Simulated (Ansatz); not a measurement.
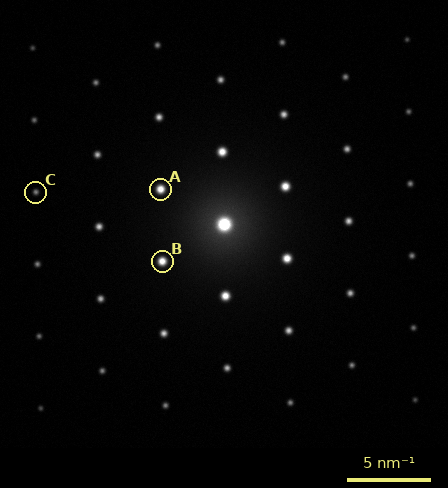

Simulated selected-area electron diffraction pattern (100 kV, kinematic approximation, thin crystal, B = 1 Å² for all atoms). The zone axis points towards the electron source and the pattern is seen from the source side.

The sample is Ti, space group Im-3m (No. 229), a = 3.26 Å. Structure: the input geometry of an electronic-structure calculation (not necessarily at equilibrium); the starting structure was generated, so it need not be a known form of this composition.

Spot A is indexed -1 0 1 and spot B 0 -1 1.

Question: Index the other marked spot.

Answer: C = 2A + B = -2 -1 3 (d = 0.870 Å).

Question: Give [uvw].

Answer: The cross product of A and B is parallel to [111]; every spot obeys hu + kv + lw = 0.

Question: What are the spacings of A and B and the angle between them?

Answer: d(A) = 2.302 Å, d(B) = 2.302 Å, and the angle is 60.0°.
